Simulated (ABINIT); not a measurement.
# Phonon calculation of C (part 1 of 2)

The run: phonon calculation of C (P-3m1, 4 atoms in the cell). Method and program: Kohn-Sham DFT of a periodic cell, LDA, PseudoDojo NC SR LDA v0.4.1 standard, no spin polarisation (ABINIT 10.8.3).

The structure derives from a Materials Project entry.

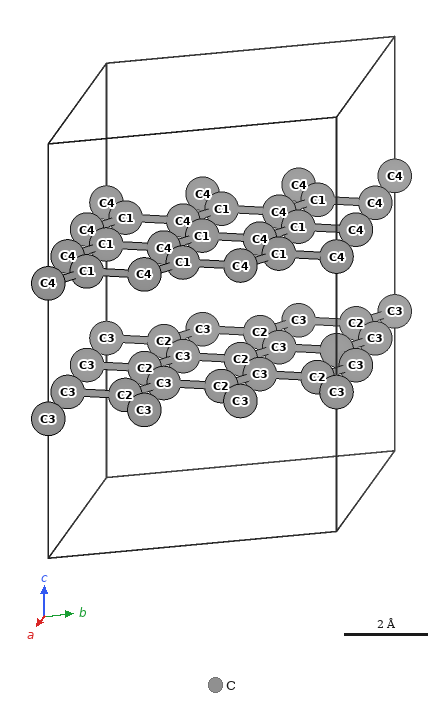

Figure 1. The input geometry (ball-and-stick view of the 3 × 3 repeat of the cell, with the vacuum cut short, seen slightly off an axis; atoms are numbered from 1 in the order of the input). An atom can appear more than once, as a periodic image.

**The input**
```
# Datasets
ndtset 2

# Pseudopotentials
pp_dirpath "./"
pseudos "C.upf"

# Structure
acell 3*1.0
rprim
     4.6415972861     0.0000000000     0.0000000000
    -2.3207986431     4.0197411640     0.0000000000
     0.0000000000     0.0000000000    45.6065750215
ntypat 1
znucl 6
natom 4
typat 1 1 1 1
xred
            2/3            1/3   0.5704754400
            1/3            2/3   0.4295245600
            0.0            0.0   0.4295312300
            0.0            0.0   0.5704687700

# Plane-wave basis
ecut 31.0

# k points
ngkpt 10 10 2
nshiftk 1
shiftk 0.0 0.0 0.5

# Exchange and correlation
ixc 7

# Bands and occupations
nband 16
occopt 3
tsmear 0.05 eV

# SCF cycle
nstep 80

# Output
prteig 0
prtebands 0
prtwf 0
prtden 0
prtpot 0

# Dataset 1: ground state
kptopt1 1
tolvrs1 1.0e-15
prtwf1 1
tolwfr1 1.0e-14
nbdbuf1 4
nline1 6

# Dataset 2: response at q = 0 to atomic displacements
rfphon2 1
rfatpol2 1 4
rfdir2 1 1 1
getwfk2 1
kptopt2 2
nqpt2 1
qpt2 0.0 0.0 0.0
tolvrs2 1.0e-9
```

**File mrgddb.in**
```
merged_DDB
C
2
runo_DS1_DDB
runo_DS2_DDB
```

**File anaddb.abi**
```
ddb_filepath "merged_DDB"
output_file "anaddb.abo"
outdata_prefix "ana"
asr 2
chneut 0
dipdip 0
dieflag 0
enunit 0
eivec 0
nph1l 1
qph1l 0.0 0.0 0.0 1.0
```

Hardware: 4 threads of Intel Xeon @ 2.50GHz (Skylake/Cascade Lake), 189 GiB of memory available, shared host.

Command:
```bash
mpirun --bind-to none -np 4 abinit run.abi > log 2>&1
mrgddb < mrgddb.in > mrgddb.log 2>&1
anaddb anaddb.abi > anaddb.log 2>&1
```

**What the program printed**
```
.Version 10.8.3 of ABINIT
 DATASET    1 : space group P-3 m 1 (#164); Bravais hP (primitive hexag.)
================================================================================
 Values of the parameters that define the memory need for DATASET  1.
     intxc =       0    ionmov =       0      iscf =       7    lmnmax =       4
     lnmax =       4     mgfft =     240  mpssoang =       2    mqgrid =   11431
     natom =       4  nloc_mem =       1    nspden =       1   nspinor =       1
    nsppol =       1      nsym =      12    n1xccc =    2501    ntypat =       1
    occopt =       3   xclevel =       1
       mpw =        7065          nfft =      138240          nkpt =          22
================================================================================
================================================================================

 DATASET    2 : space group P-3 m 1 (#164); Bravais hP (primitive hexag.)
================================================================================
 Values of the parameters that define the memory need for DATASET  2 (RF).
     intxc =       0      iscf =       7    lmnmax =       4     lnmax =       4
     mgfft =     240  mpssoang =       2    mqgrid =   11431     natom =       4
  nloc_mem =       1    nspden =       1   nspinor =       1    nsppol =       1
      nsym =      12    n1xccc =    2501    ntypat =       1    occopt =       3
   xclevel =       1
      nfft =      138240          nkpt =         100
================================================================================
================================================================================

--------------------------------------------------------------------------------
------------- Echo of variables that govern the present computation ------------
--------------------------------------------------------------------------------
 -outvars: echo values of preprocessed input variables --------
            acell      1.0000000000E+00  1.0000000000E+00  1.0000000000E+00 Bohr
              amu      1.20110000E+01
             ecut      3.10000000E+01 Hartree
           getwfk1          0
           getwfk2          1
              ixc           7
           jdtset        1    2
                       outvar_i_n : Printing only first  50 k-points.
           kptopt1          1
           kptopt2          2
         kptrlatt       10    0    0      0   10    0      0    0    2
          kptrlen      4.64159729E+01
            natom           4
            nband1         16
            nband2         16
           nbdbuf1          4
           nbdbuf2          2
           ndtset           2
            ngfft          24      24     240
             nkpt1         22
             nkpt2        100
            nline1          6
            nline2          4
             nqpt1          0
             nqpt2          1
            nstep          80
             nsym          12
           ntypat           1
                       prtocc : prtvol=0, do not print more k-points.
           occopt           3
        optdriver1          0
        optdriver2          1
           prtden           0
        prtebands           0
           prteig           0
            prtwf1          1
            prtwf2          0
           rfphon1          0
           rfphon2          1
            rprim      4.6415972861E+00  0.0000000000E+00  0.0000000000E+00
                      -2.3207986431E+00  4.0197411640E+00  0.0000000000E+00
                       0.0000000000E+00  0.0000000000E+00  4.5606575021E+01
           shiftk      0.00000000E+00  0.00000000E+00  5.00000000E-01
          spgroup         164
           tolvrs1     1.00000000E-15
           tolvrs2     1.00000000E-09
           tolwfr1     1.00000000E-14
           tolwfr2     0.00000000E+00
           tsmear      1.83746611E-03 Hartree
            typat      1  1  1  1
                       outvars : Printing only first  50 k-points.
           xangst      1.2281137522E+00  7.0905180542E-01  1.3767831537E+01
                      -1.7639188606E-11  1.4181036108E+00  1.0366128615E+01
                       0.0000000000E+00  0.0000000000E+00  1.0366289589E+01
                       0.0000000000E+00  0.0000000000E+00  1.3767670563E+01
            xcart      2.3207986430E+00  1.3399137213E+00  2.6017430952E+01
                      -3.3333235549E-11  2.6798274427E+00  1.9589144069E+01
                       0.0000000000E+00  0.0000000000E+00  1.9589448265E+01
                       0.0000000000E+00  0.0000000000E+00  2.6017126756E+01
             xred      6.6666666667E-01  3.3333333333E-01  5.7047544000E-01
                       3.3333333333E-01  6.6666666667E-01  4.2952456000E-01
                       0.0000000000E+00  0.0000000000E+00  4.2953123000E-01
                       0.0000000000E+00  0.0000000000E+00  5.7046877000E-01
            znucl        6.00000

================================================================================

 chkinp: Checking input parameters for consistency, jdtset=   1.

 chkinp: Checking input parameters for consistency, jdtset=   2.

================================================================================
== DATASET  1 ==================================================================

--- !DatasetInfo
iteration_state: {dtset: 1, }
dimensions: {natom: 4, nkpt: 22, mband: 16, nsppol: 1, nspinor: 1, nspden: 1, mpw: 7065, }
cutoff_energies: {ecut:  31.0, pawecutdg:  -1.0, }
electrons: {nelect:   1.60000000E+01, charge:   0.00000000E+00, occopt:   3.00000000E+00, tsmear:   1.83746611E-03, }
meta: {optdriver: 0, ionmov: 0, optcell: 0, iscf: 7, paral_kgb: 0, }
...

 Exchange-correlation functional for the present dataset will be:
  LDA: Perdew-Wang 92 LSD fit to Ceperley-Alder data - ixc=7
  J.P.Perdew and Y.Wang, PRB 45, 13244 (1992)

 Real(R)+Recip(G) space primitive vectors, cartesian coordinates (Bohr,Bohr^-1):
 R(1)=  4.6415973  0.0000000  0.0000000  G(1)=  0.2154431  0.1243861  0.0000000
 R(2)= -2.3207986  4.0197412  0.0000000  G(2)=  0.0000000  0.2487722  0.0000000
 R(3)=  0.0000000  0.0000000 45.6065750  G(3)=  0.0000000  0.0000000  0.0219267
 Unit cell volume ucvol=  8.5092837E+02 bohr^3
 Angles (23,13,12)=  9.00000000E+01  9.00000000E+01  1.20000000E+02 degrees

 getcut: wavevector=  0.0000  0.0000  0.0000  ngfft=  24  24 240
         ecut(hartree)=     31.000   => boxcut(ratio)=   2.06299

--- Pseudopotential description ------------------------------------------------
- pspini: atom type   1  psp file is ./C.upf
   6.00000   4.00000  180309                  znucl, zion, pspdat
12 -1012 1 -1 1234                            pspcod,pspxc,lmax,lloc,mmax
     nproj     2     2

   2.78465922E+02                                ecore*ucvol(ha*bohr**3)
--------------------------------------------------------------------------------

================================================================================

--- !BeginCycle
iteration_state: {dtset: 1, }
solver: {iscf: 7, nstep: 80, nline: 6, wfoptalg: 0, }
tolerances: {tolwfr: 1.00E-14, tolvrs: 1.00E-15, }
...

     iter   Etot(hartree)      deltaE(h)  residm     vres2
 ETOT  1  -24.056887768264    -2.406E+01 1.932E-02 1.105E+03
 ETOT  2  -24.118406382802    -6.152E-02 1.910E-05 4.810E+02
 ETOT  3  -24.119125923541    -7.195E-04 4.244E-05 4.132E+02
 ETOT  4  -24.119564345535    -4.384E-04 3.478E-05 3.294E+02
 ETOT  5  -24.119784901340    -2.206E-04 2.459E-05 2.584E+02
 ETOT  6  -24.119993069307    -2.082E-04 1.408E-05 2.105E+02
 ETOT  7  -24.120148676089    -1.556E-04 2.988E-05 1.479E+02
 ETOT  8  -24.120174338900    -2.566E-05 1.894E-05 1.102E+02
 ETOT  9  -24.120183554653    -9.216E-06 9.629E-06 8.692E+01
 ETOT 10  -24.120191314303    -7.760E-06 8.252E-06 6.669E+01
 ETOT 11  -24.120195701548    -4.387E-06 9.850E-06 4.702E+01
 ETOT 12  -24.120201140273    -5.439E-06 1.051E-05 2.895E+01
 ETOT 13  -24.120202392636    -1.252E-06 1.472E-05 1.368E+01
 ETOT 14  -24.120204124438    -1.732E-06 2.241E-05 2.423E+00
 ETOT 15  -24.120204019859     1.046E-07 5.100E-06 1.944E-01
 ETOT 16  -24.120204851291    -8.314E-07 6.577E-07 6.760E-03
 ETOT 17  -24.120204878719    -2.743E-08 4.546E-08 6.414E-04
 ETOT 18  -24.120204880798    -2.080E-09 4.748E-10 4.994E-04
 ETOT 19  -24.120204881140    -3.417E-10 4.371E-11 4.205E-04
 ETOT 20  -24.120204881486    -3.465E-10 6.765E-11 3.386E-04
 ETOT 21  -24.120204881696    -2.096E-10 8.274E-11 2.330E-04
 ETOT 22  -24.120204881856    -1.597E-10 5.741E-11 1.292E-04
 ETOT 23  -24.120204881855     9.983E-13 2.806E-11 7.800E-05
 ETOT 24  -24.120204881870    -1.480E-11 1.333E-11 5.180E-05
 ETOT 25  -24.120204881861     8.431E-12 1.427E-12 4.469E-05
 ETOT 26  -24.120204881866    -4.611E-12 7.454E-12 3.038E-05
 ETOT 27  -24.120204881863     2.206E-12 2.745E-11 1.051E-05
 ETOT 28  -24.120204881861     2.707E-12 1.929E-11 1.933E-06
 ETOT 29  -24.120204881861    -6.501E-13 4.269E-12 2.253E-07
 ETOT 30  -24.120204881879    -1.804E-11 6.758E-13 1.563E-08
 ETOT 31  -24.120204881866     1.320E-11 6.657E-14 3.345E-09
 ETOT 32  -24.120204881883    -1.654E-11 9.831E-15 1.813E-09
 ETOT 33  -24.120204881886    -2.810E-12 9.935E-15 4.344E-10
 ETOT 34  -24.120204881862     2.326E-11 9.941E-15 1.171E-10
 ETOT 35  -24.120204881860     2.277E-12 9.830E-15 2.881E-11
 ETOT 36  -24.120204881875    -1.535E-11 9.627E-15 4.982E-12
 ETOT 37  -24.120204881875     3.553E-13 9.814E-15 2.224E-13
 ETOT 38  -24.120204881856     1.867E-11 9.861E-15 7.402E-15
 ETOT 39  -24.120204881872    -1.547E-11 9.862E-15 7.833E-16

 At SCF step   39  max residual=  9.86E-15 < tolwfr=  1.00E-14 AND vres2   =  7.83E-16 < tolvrs=  1.00E-15 =>converged.

 Cartesian components of stress tensor (hartree/bohr^3)
  sigma(1 1)=  7.52941708E-05  sigma(3 2)=  0.00000000E+00
  sigma(2 2)=  7.52941707E-05  sigma(3 1)=  0.00000000E+00
  sigma(3 3)=  3.99645029E-05  sigma(2 1)=  5.72021069E-15

--- !ResultsGS
iteration_state: {dtset: 1, }
comment   : Summary of ground state results
lattice_vectors:
- [  4.6415973,   0.0000000,   0.0000000, ]
- [ -2.3207986,   4.0197412,   0.0000000, ]
- [  0.0000000,   0.0000000,  45.6065750, ]
lattice_lengths: [   4.64160,    4.64160,   45.60658, ]
lattice_angles: [ 90.000,  90.000, 120.000, ] # degrees, (23, 13, 12)
lattice_volume:   8.5092837E+02
convergence: {deltae: -1.547E-11, res2:  7.833E-16, residm:  9.862E-15, diffor: null, }
etotal    :  -2.41202049E+01
entropy   :   0.00000000E+00
fermie    :  -6.92763258E-02
cartesian_stress_tensor: # hartree/bohr^3
- [  7.52941708E-05,   5.72021069E-15,   0.00000000E+00, ]
- [  5.72021069E-15,   7.52941707E-05,   0.00000000E+00, ]
- [  0.00000000E+00,   0.00000000E+00,   3.99645029E-05, ]
pressure_GPa:  -1.8688E+00
xred      :
- [  6.6667E-01,   3.3333E-01,   5.7048E-01,  C]
- [  3.3333E-01,   6.6667E-01,   4.2952E-01,  C]
- [  0.0000E+00,   0.0000E+00,   4.2953E-01,  C]
- [  0.0000E+00,   0.0000E+00,   5.7047E-01,  C]
cartesian_forces: # hartree/bohr
- [ -6.96134126E-28,  -6.69855375E-28,  -1.07432039E-04, ]
- [  1.62431296E-27,   1.74162397E-27,   1.07432039E-04, ]
- [  6.96134126E-28,  -9.37797524E-28,   1.92373684E-04, ]
- [ -1.62431296E-27,  -1.33971075E-28,  -1.92373684E-04, ]
force_length_stats: {min:   1.07432039E-04, max:   1.92373684E-04, mean:   1.49902862E-04, }
...

 Integrated electronic density in atomic spheres:
 ------------------------------------------------
 Atom  Sphere_radius  Integrated_density
    1        2.00000          4.76565131
    2        2.00000          4.76565131
    3        2.00000          4.76387830
    4        2.00000          4.76387830
================================================================================

 ----iterations are completed or convergence reached----

 Mean square residual over all n,k,spin=   30.857E-16; max=  98.621E-16
 reduced coordinates (array xred) for    4 atoms
       0.666666666667      0.333333333333      0.570475440000
       0.333333333333      0.666666666667      0.429524560000
       0.000000000000      0.000000000000      0.429531230000
       0.000000000000      0.000000000000      0.570468770000
 rms dE/dt=  4.1024E-03; max dE/dt=  8.7735E-03; dE/dt below (all hartree)
    1      -0.000000000000      0.000000000000      0.004899607361
    2      -0.000000000000     -0.000000000000     -0.004899607361
    3      -0.000000000000      0.000000000000     -0.008773504866
    4       0.000000000000     -0.000000000000      0.008773504866

 cartesian coordinates (angstrom) at end:
    1      1.22811375215468     0.70905180542480    13.76783153685036
    2     -0.00000000001764     1.41810361084961    10.36612861549268
    3      0.00000000000000     0.00000000000000    10.36628958900689
    4      0.00000000000000     0.00000000000000    13.76767056333614

 cartesian forces (hartree/bohr) at end:
    1     -0.00000000000000    -0.00000000000000    -0.00010743203931
    2      0.00000000000000     0.00000000000000     0.00010743203931
    3      0.00000000000000    -0.00000000000000     0.00019237368432
    4     -0.00000000000000    -0.00000000000000    -0.00019237368432
 frms,max,avg= 8.9953022E-05 1.9237368E-04   0.000E+00  0.000E+00  0.000E+00 h/b

 cartesian forces (eV/Angstrom) at end:
    1     -0.00000000000000    -0.00000000000000    -0.00552437757842
    2      0.00000000000000     0.00000000000000     0.00552437757842
    3      0.00000000000000    -0.00000000000000     0.00989225258223
    4     -0.00000000000000    -0.00000000000000    -0.00989225258223
 frms,max,avg= 4.6255704E-03 9.8922526E-03   0.000E+00  0.000E+00  0.000E+00 e/A
 length scales=  1.000000000000  1.000000000000  1.000000000000 bohr
              =  0.529177210544  0.529177210544  0.529177210544 angstroms
 Fermi (or HOMO) energy (hartree) =  -0.06928   Average Vxc (hartree)=  -0.12522
 Eigenvalues (hartree) for nkpt=  22  k points:
 kpt#   1, nband= 16, wtk=  0.01000, kpt=  0.0000  0.0000  0.2500 (reduced coord)
  -0.78652   -0.78124   -0.37191   -0.33706   -0.18123   -0.18123   -0.18097   -0.18097
   0.05655    0.07558    0.09979    0.11780    0.14188    0.16953    0.20238    0.24002
      occupation numbers for kpt#   1
   2.00000    2.00000    2.00000    2.00000    2.00000    2.00000    2.00000    2.00000
   0.00000    0.00000    0.00000    0.00000    0.00000    0.00000    0.00000    0.00000
 prteigrs : prtvol=0 or 1, do not print more k-points.

--- !EnergyTerms
iteration_state     : {dtset: 1, }
comment             : Components of total free energy in Hartree
kinetic             :  1.69197692580028E+01
hartree             :  1.87758415437905E+02
xc                  : -8.55637492943324E+00
Ewald energy        :  1.68949937891118E+02
psp_core            :  3.27249543675680E-01
local_psp           : -3.88223241381644E+02
non_local_psp       : -1.29596070100368E+00
internal            : -2.41202048813791E+01
'-kT*entropy'       : -4.92769037004826E-10
total_energy        : -2.41202048818719E+01
total_energy_eV     : -6.56344211372812E+02
band_energy         : -6.48816088871609E+00
...

 Cartesian components of stress tensor (hartree/bohr^3)
  sigma(1 1)=  7.52941708E-05  sigma(3 2)=  0.00000000E+00
  sigma(2 2)=  7.52941707E-05  sigma(3 1)=  0.00000000E+00
  sigma(3 3)=  3.99645029E-05  sigma(2 1)=  5.72021069E-15
```
